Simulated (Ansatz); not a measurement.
# Al4P: what the fields show

```
Al P
1.0
     5.02851    0.00000    0.00000
     0.00000    5.02851    0.00000
     0.00000    0.00000    7.42591
Al P
8 2
Direct
  0.00000 0.00000 0.32088
  0.50000 0.50000 0.82088
  0.00000 0.00000 0.67912
  0.50000 0.50000 0.17912
  0.00000 0.50000 0.00000
  0.50000 0.00000 0.50000
  0.50000 0.00000 0.00000
  0.00000 0.50000 0.50000
  0.00000 0.00000 0.00000
  0.50000 0.50000 0.50000
```

Space group I4/mmm; a structure generated by program, which may or may not match a known phase; computed without spin polarisation.

Theory: Ansatz 0.2.0, DFT PBE, scalar-relativistic, plane waves, PAW.

The density is the valence pseudo-density of a PAW calculation; it isn't the true density close to the nuclei.

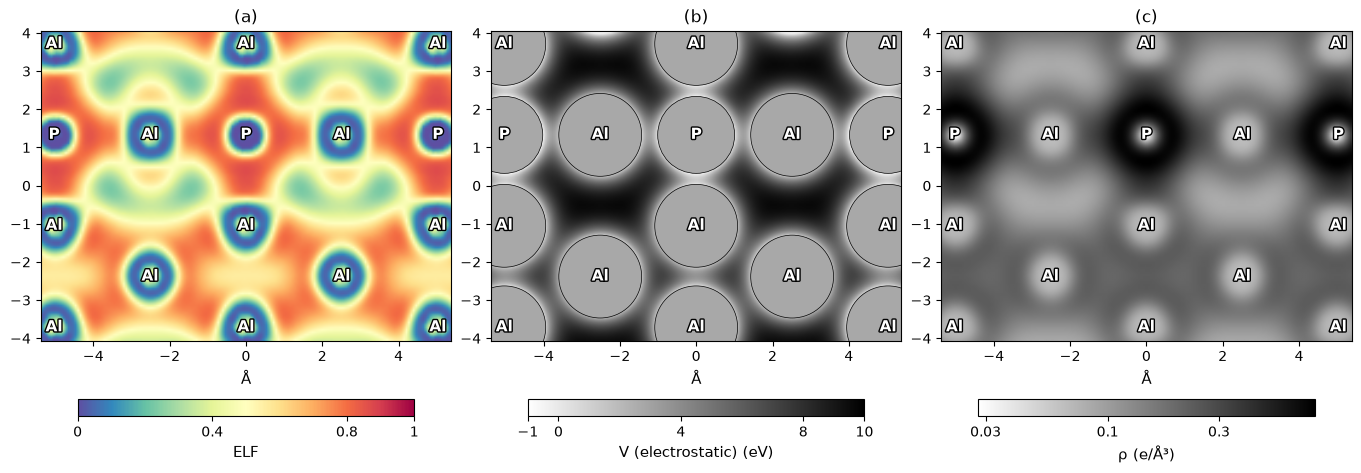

Figure 1. (a) ELF; (b) electrostatic potential (local pseudopotential plus Hartree) felt by an electron; (c) valence electron density on the (010) plane of the conventional cell. Grey discs cover the atomic cores in the potential map.

### What do the fields say about this system?

The plane passes through Al and P nuclei. Al–P (2.38 Å): ρ is about 0.46 e/Å³ halfway; the ELF peaks at about 0.85 between the atoms. Al–P (2.51 Å): ρ at the midpoint is about 0.37 e/Å³; the ELF peaks at about 0.85 in the valence shell of P, 0.9 Å from its nucleus, and is about 0.80 at the midpoint. Between the atoms the lowest density in this plane is 0.08 e/Å³. Outside the cores the potential energy rises away from the atoms and is highest about 1.9 Å from the nearest atoms; its zero is arbitrary.

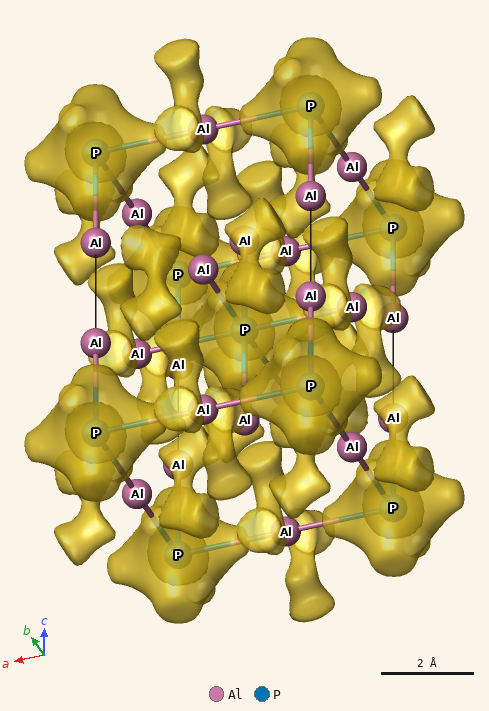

Figure 2. Isosurface of the ELF at 0.7 (yellow), seen at an oblique angle. Core shells and regions of very low density are left out. Sticks mark near contacts.

### What do the ELF domains correspond to?

The surface consists of two regions on P in which the atom's valence shell and bonds are merged and eight pockets between the atoms, centred on no nucleus (multi-centre or interstitial), counted in one cell of 10 atoms. Regions shared between cells count once.

### How much charge does the calculation move between the atoms?

Electrons move from Al towards P. Bader charges: Al +0.45 to +0.75 and P −2.39 e.

### Metal or insulator at this level of theory?

It is metallic or semimetallic at this level of theory: no gap opens.
